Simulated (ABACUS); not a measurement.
Run report: Sn, band-structure run (part 2 of 3)

Sn (2 atoms in the cell); Kohn-Sham DFT of a periodic cell, r2SCAN, SG15 ONCV 1.2 PBE, no spin polarisation (ABACUS 3.10.1); cutoff 1360.57 eV, 5×5×5 k-mesh, fermi-dirac of 0.05 eV. The structure derives from an entry of the Crystallography Open Database.

Geometry of the input (Å; fractional positions):
```
0.0000  3.2333  3.2333
3.2333  0.0000  3.2333
3.2333  3.2333  0.0000
Sn 0.2500  0.2500  0.2500
Sn 0.0000  0.0000  0.0000
```

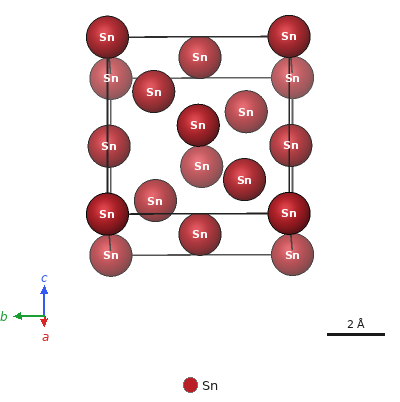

The input geometry (spheres-only view of the cell 4 times as large as that of the calculation, set on its symmetry axes, seen at an oblique angle).

**The program's output, continued**
```
 Read in pseudopotential file is Sn_ONCV_PBE-1.2.upf
                     pseudopotential type = NC
          exchange-correlation functional = PBE
                 nonlocal core correction = 0
                        valence electrons = 14
                                     lmax = 2
                           number of zeta = 0
                     number of projectors = 6
                           L of projector = 0
                           L of projector = 0
                           L of projector = 1
                           L of projector = 1
                           L of projector = 2
                           L of projector = 2
 XC functional updated to : MGGA_X_R2SCAN+MGGA_C_R2SCAN
          exchange-correlation functional = MGGA_X_R2SCAN+MGGA_C_R2SCAN
     initial pseudo atomic orbital number = 0

 SETUP THE ELECTRONS NUMBER
            electron number of element Sn = 14
      total electron number of element Sn = 28
            AUTOSET number of electrons:  = 28
                           occupied bands = 14
                                   NLOCAL = 36
                                   NBANDS = 24
                                   NBANDS = 24
                                   NLOCAL = 36

%%%%%%%%%%%%%%%%%%%%%%%%%%%%%%%%%%%%%%%%%%%%%%%%%%%%%%%%%%%%%%%%%%%%%%%%%%%%%%%%%%%%%%%%%%%%%%%%%%%%%%%%%%
 Warning: the number of valence electrons in pseudopotential > 4 for Sn: [Kr] 4d10 5s2 5p2
 Pseudopotentials with additional electrons can yield (more) accurate outcomes, but may be less efficient.
 If you're confident that your chosen pseudopotential is appropriate, you can safely ignore this warning.
%%%%%%%%%%%%%%%%%%%%%%%%%%%%%%%%%%%%%%%%%%%%%%%%%%%%%%%%%%%%%%%%%%%%%%%%%%%%%%%%%%%%%%%%%%%%%%%%%%%%%%%%%%

 SETUP THE PLANE WAVE BASIS
 energy cutoff for charge/potential (unit:Ry) = 400
            fft grid for charge/potential = [ 60, 60, 60 ]
                        fft grid division = [ 3, 3, 3 ]
        big fft grid for charge/potential = [ 20, 20, 20 ]
                                     nbxx = 2000
                                     nrxx = 54000

 SETUP PLANE WAVES FOR CHARGE/POTENTIAL
                    number of plane waves = 61719
                         number of sticks = 2065

 PARALLEL PW FOR CHARGE/POTENTIAL
     PROC   COLUMNS(POT)             PW
        1            514          15431
        2            517          15429
        3            517          15430
        4            517          15429
 --------------- sum -------------------
        4           2065          61719
                            number of |g| = 504
                                  max |g| = 36.1567
                                  min |g| = 0.0717394

----------- Double Check Mixing Parameters Begin ------------
mixing_type: broyden
mixing_beta: 0.7
mixing_gg0: 1
mixing_gg0_min: 0.1
mixing_ndim: 8
----------- Double Check Mixing Parameters End ------------

 LATTICE VECTORS: (CARTESIAN COORDINATE: IN UNIT OF A0)
                   +0            +3.23334            +3.23334
             +3.23334                  +0            +3.23334
             +3.23334            +3.23334                  +0
                       right hand lattice = 1
                                   NORM_A = 4.57264
                                   NORM_B = 4.57264
                                   NORM_C = 4.57264
                           ALPHA (DEGREE) = 60
                           BETA  (DEGREE) = 60
                           GAMMA (DEGREE) = 60

 The lattice vectors have been changed (STRU_SIMPLE.cif)

(for optimal symmetric configuration:)
                             BRAVAIS TYPE = 3
                     BRAVAIS LATTICE NAME = 03. Cubic F (face-centered)
                                    ibrav = 3
                                    IBRAV = 3
                                  BRAVAIS = FACE CENTERED CUBIC
                       LATTICE CONSTANT A = 6.46669
Original cell was already a primitive cell.
                        ROTATION MATRICES = 48
              PURE POINT GROUP OPERATIONS = 24
                   SPACE GROUP OPERATIONS = 48
                                       C2 = 3
                                       C3 = 8
                                       C4 = 0
                                       C6 = 0
                                       S1 = 6
                                       S3 = 0
                                       S4 = 6
                                       S6 = 0
                              POINT GROUP = T_d
               POINT GROUP IN SPACE GROUP = O_h

 SETUP K-POINTS
                                    nspin = 1
                   Input type of k points = Monkhorst-Pack(Gamma)
                                   nkstot = 125
                       right hand lattice = 1
(for reciprocal lattice: )
                             BRAVAIS TYPE = 2
                     BRAVAIS LATTICE NAME = 02. Cubic I (body-centered)
                                    ibrav = 2
                       right hand lattice = 1
(for k-lattice: )
                             BRAVAIS TYPE = 2
                     BRAVAIS LATTICE NAME = 02. Cubic I (body-centered)
                                    ibrav = 2
                       right hand lattice = 1
                        ROTATION MATRICES = 48
                               nkstot_ibz = 10
K-POINTS REDUCTION ACCORDING TO SYMMETRY
     IBZ    DIRECT_X    DIRECT_Y    DIRECT_Z  WEIGHT  ibz2bz
       1  0.00000000  0.00000000  0.00000000  0.0080       0
       2  0.20000000  0.20000000  0.20000000  0.0640       1
       3  0.40000000  0.40000000  0.40000000  0.0640       2
       4  0.20000000  0.20000000  0.00000000  0.0480       6
       5  0.40000000  0.40000000  0.20000000  0.1920       7
       6 -0.40000000  0.40000000  0.40000000  0.1920       8
       7  0.40000000  0.20000000  0.20000000  0.0960       9
       8  0.40000000  0.40000000  0.00000000  0.0480      12
       9 -0.20000000  0.40000000  0.40000000  0.0960      13
      10 -0.40000000  0.40000000  0.20000000  0.1920      38

                               nkstot now = 10
[... K-POINTS DIRECT COORDINATES: 10 rows ...]

           k-point number in this process = 10
       minimum distributed K point number = 10
[... stars of the k points ...]

[... K-POINTS CARTESIAN COORDINATES: 10 rows ...]

[... K-POINTS DIRECT COORDINATES: 10 rows ...]

 SETUP PLANE WAVES FOR WAVE FUNCTIONS
     energy cutoff for wavefunc (unit:Ry) = 100
              fft grid for wave functions = [ 60, 60, 60 ]
                    number of plane waves = 9377
                         number of sticks = 583

 PARALLEL PW FOR WAVE FUNCTIONS
     PROC   COLUMNS(POT)             PW
        1            145           2342
        2            146           2345
        3            146           2345
        4            146           2345
 --------------- sum -------------------
        4            583           9377

 SET NONLOCAL PSEUDOPOTENTIAL PROJECTORS
 max number of nonlocal projetors among all species is 6

 -------------------------------------------
 SELF-CONSISTENT
 -------------------------------------------

 SETUP SEARCHING RADIUS FOR PROGRAM TO SEARCH ADJACENT ATOMS
                  longest orb rcut (Bohr) = 8
   longest nonlocal projector rcut (Bohr) = 3.44
                     search radius (Bohr) = 22.9
              searching radius is (Bohr)) = 22.9
         searching radius unit is (Bohr)) = 1.89
                         PeriodicBoundary = 1
                        Radius(unit:lat0) = 12.1
                                   glayer = [ 5, 5, 5 ]
                             glayer_minus = [ 4, 4, 4 ]

Find the coordinate range of the input atom(unit:lat0).
                                  min_tau = [ -25.9, -25.9, -25.9 ]
                                  max_tau = [ 27.5, 27.5, 27.5 ]
                                BoxNumber = [ 9, 9, 9 ]

 SETUP EXTENDED REAL SPACE GRID FOR GRID INTEGRATION
                          real space grid = [ 60, 60, 60 ]
                 big cell numbers in grid = [ 20, 20, 20 ]
             meshcell numbers in big cell = [ 3, 3, 3 ]
                        extended fft grid = [ 23, 23, 23 ]
                dimension of extened grid = [ 67, 67, 67 ]
                            UnitCellTotal = 125
              Atom number in sub-FFT-grid = 2
    Local orbitals number in sub-FFT-grid = 36
                                ParaV.nnr = 23814
                                 init_chg = atomic

 LCAO ALGORITHM --------------- ION=   1  ELEC=   1--------------------------------

 Density error is 0.0419217055853
----------------------------------------------------------
     Energy           Rydberg                 eV
----------------------------------------------------------
 E_KohnSham     -239.7474030272      -3261.9307618726
 E_Harris       -238.5949971147      -3246.2514750536
 E_Fermi        0.6583815666         8.9577407646
----------------------------------------------------------

 LCAO ALGORITHM --------------- ION=   1  ELEC=   2--------------------------------

 Density error is 0.0116889231204
----------------------------------------------------------
     Energy           Rydberg                 eV
----------------------------------------------------------
 E_KohnSham     -239.8231061057      -3262.9607550955
 E_Harris       -239.1120014265      -3253.2856795843
 E_Fermi        0.6695621660         9.1098606229
----------------------------------------------------------

 LCAO ALGORITHM --------------- ION=   1  ELEC=   3--------------------------------

 Density error is 0.00419486299031
----------------------------------------------------------
     Energy           Rydberg                 eV
----------------------------------------------------------
 E_KohnSham     -239.8257320911      -3262.9964834601
 E_Harris       -239.6275469929      -3260.3000368667
 E_Fermi        0.6779064313         9.2233901766
----------------------------------------------------------

 LCAO ALGORITHM --------------- ION=   1  ELEC=   4--------------------------------

 Density error is 0.000655100347662
----------------------------------------------------------
     Energy           Rydberg                 eV
----------------------------------------------------------
 E_KohnSham     -239.8259297373      -3262.9991725748
 E_Harris       -239.8860151361      -3263.8166763652
 E_Fermi        0.6826323716         9.2876898926
----------------------------------------------------------

 LCAO ALGORITHM --------------- ION=   1  ELEC=   5--------------------------------

 Density error is 0.000189498625676
----------------------------------------------------------
     Energy           Rydberg                 eV
----------------------------------------------------------
 E_KohnSham     -239.8259343351      -3262.9992351310
 E_Harris       -239.8225641231      -3262.9533810440
 E_Fermi        0.6815653069         9.2731717328
----------------------------------------------------------

 LCAO ALGORITHM --------------- ION=   1  ELEC=   6--------------------------------

 Density error is 4.10028387703e-06
----------------------------------------------------------
     Energy           Rydberg                 eV
----------------------------------------------------------
 E_KohnSham     -239.8259343933      -3262.9992359234
 E_Harris       -239.8256139960      -3262.9948766938
 E_Fermi        0.6816268150         9.2740085938
----------------------------------------------------------

 LCAO ALGORITHM --------------- ION=   1  ELEC=   7--------------------------------

 Density error is 1.5219445595e-06
----------------------------------------------------------
     Energy           Rydberg                 eV
----------------------------------------------------------
 E_KohnSham     -239.8259343941      -3262.9992359341
 E_Harris       -239.8259972607      -3263.0000912782
 E_Fermi        0.6816343837         9.2741115710
----------------------------------------------------------

 LCAO ALGORITHM --------------- ION=   1  ELEC=   8--------------------------------

 Density error is 4.07412584261e-07
----------------------------------------------------------
     Energy           Rydberg                 eV
----------------------------------------------------------
 E_KohnSham     -239.8259343941      -3262.9992359340
 E_Harris       -239.8259323435      -3262.9992080345
 E_Fermi        0.6816329006         9.2740913925
----------------------------------------------------------

 LCAO ALGORITHM --------------- ION=   1  ELEC=   9--------------------------------

 Density error is 4.65187874878e-08
----------------------------------------------------------
     Energy           Rydberg                 eV
```
